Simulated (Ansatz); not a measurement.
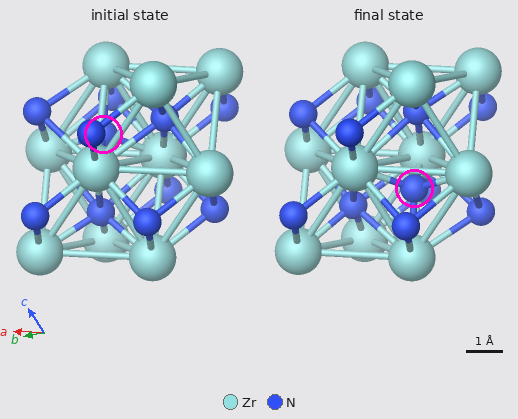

The two relaxed end points of a path for a defect cell of composition Zr8N9 (17 atoms in the cell). Style: ball-and-stick. Shown: the atoms within 4.1 Å of the middle of the path, from a free direction. The moving atom is ringed, with any periodic copies. Bonds to atoms that aren't drawn are left out.

Theory: DFT PBE, scalar-relativistic, plane waves, PAW (Ansatz).

Input
```yaml
crystal:
  lattice:
    - [4.5945978679, 0.0, -4.5945978679]
    - [0.0, 4.5945978679, -4.5945978679]
    - [4.5945978679, 4.5945978679, 0.0]
  atoms:
    - { symbol: Zr, position: [0.2488038125, 0.2488310986, 0.7487502797] }
    - { symbol: Zr, position: [0.2488723572, 0.2488320386, 0.2519992748] }
    - { symbol: Zr, position: [0.2488620234, 0.7521530971, 0.748739602] }
    - { symbol: Zr, position: [0.2514010372, 0.7490642214, 0.2490729205] }
    - { symbol: Zr, position: [0.7521890268, 0.2488532125, 0.7487488475] }
    - { symbol: Zr, position: [0.7490699267, 0.2514214143, 0.2490393268] }
    - { symbol: Zr, position: [0.7490422734, 0.7490502527, 0.7514736243] }
    - { symbol: Zr, position: [0.7490564738, 0.7490589094, 0.2490966863] }
    - { symbol: "N", position: [0.0153630936, 0.4526499362, 0.5152203341] }
    - { symbol: "N", position: [-0.0042053013, 0.5009555671, 0.0009180413] }
    - { symbol: "N", position: [0.0153422511, 1.0153400935, 0.5152490087] }
    - { symbol: "N", position: [0.0153234871, 1.0152932586, -0.0473592863] }
    - { symbol: "N", position: [0.5009659465, 0.5009357786, 0.4957130105] }
    - { symbol: "N", position: [0.5009300733, 0.5009455321, 0.0009256834] }
    - { symbol: "N", position: [0.452659854, 1.0153478466, 0.5152387419] }
    - { symbol: "N", position: [0.5009584723, 0.9957879696, 0.0009033137] }
    - { symbol: "N", position: [0.8746319976, 0.874635087, 0.3747005359] }
basis:
  ecutwfc: 420
  xc_grid: 2
kpoints:
  mp_grid: { grid: [4, 4, 4], shift: [0.0, 0.0, 0.0] }
hamiltonian:
  xc: pbe
scf:
  occupations: { method: gaussian, width: 0.1 }
output:
  forces: true
neb:
  images: 5
  f_tol: 0.05
  max_iterations: 70
  order_check: false
  final_atoms:
    - { symbol: Zr, position: [0.2512497203, 0.2463851908, 0.7511689014] }
    - { symbol: Zr, position: [0.2485263757, 0.2495661504, 0.2509497473] }
    - { symbol: Zr, position: [0.2512511525, 0.7497910869, 0.7511467875] }
    - { symbol: Zr, position: [0.251260398, 0.7497547225, 0.2478469029] }
    - { symbol: Zr, position: [0.7509606732, 0.2495306678, 0.7485785857] }
    - { symbol: Zr, position: [0.7509270795, 0.249538179, 0.2509357786] }
    - { symbol: Zr, position: [0.7480007252, 0.7497036707, 0.7511679614] }
    - { symbol: Zr, position: [0.7509033137, 0.7472120695, 0.2509410906] }
    - { symbol: "N", position: [-0.0009180413, 0.4976683071, 0.4990444329] }
    - { symbol: "N", position: [-0.0009033137, 0.4976497556, 0.0042120304] }
    - { symbol: "N", position: [-0.0009256834, 1.0028012888, 0.4990544679] }
    - { symbol: "N", position: [0.0473592863, 0.9832574594, -0.0152932586] }
    - { symbol: "N", position: [0.5042869895, 0.4976147357, 0.4990642214] }
    - { symbol: "N", position: [0.4847509913, 0.5459313533, -0.0153400935] }
    - { symbol: "N", position: [0.4847796659, 0.9832333639, 0.5473500638] }
    - { symbol: "N", position: [0.4847612581, 0.9832464424, -0.0153478466] }
    - { symbol: "N", position: [0.6252994641, 1.1239676205, 0.125364913] }
```

Launched with:
```bash
ansatz run input.yaml --threads 4 --pin off --max-ram 10240MiB --backend cpu --events-out ev --progress --plain --runs-dir out
```

### Predict the minimum-energy path and its barrier.

The two ends have the same energy, and the highest point, image 3, lies 2.72 eV above the start. An N atom travels furthest, 2.29 Å from end to end, along [−1 1 −1], on a straight line. At the highest image its nearest neighbour (N) is 1.83 Å away, against 2.00 Å at the start, and the surrounding atoms stand up to 0.28 Å off the mean of their end positions. The band converged in 6 iterations. The largest component of the band force went from 12 to 0.025 eV/Å. The climbing image converged on the top of the path. Its curvatures weren't checked.

Energies of the converged images:

```json
{"image": "0", "path (Å)": "0.00", "E (eV)": "0.000"}
{"image": "1", "path (Å)": "0.44", "E (eV)": "0.606"}
{"image": "2", "path (Å)": "0.89", "E (eV)": "2.187"}
{"image": "3", "path (Å)": "1.33", "E (eV)": "2.724"}
{"image": "4", "path (Å)": "1.78", "E (eV)": "2.187"}
{"image": "5", "path (Å)": "2.22", "E (eV)": "0.606"}
{"image": "6", "path (Å)": "2.67", "E (eV)": "0.000"}
```

The geometry at the top of the path:

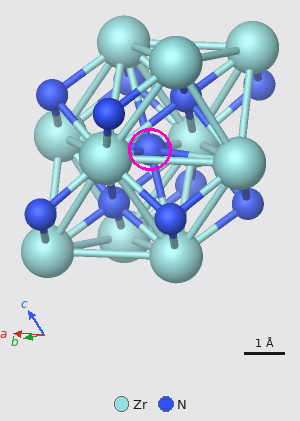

Limits of the set-up: the cell has an odd number of electrons but was run without spin polarisation; the periodic images lie only 6.5 Å apart, so the values are limited by the cell's size.

The run took 10 min on 4 threads of Arm Neoverse V2 (shared host), peak memory 2.7 GiB.
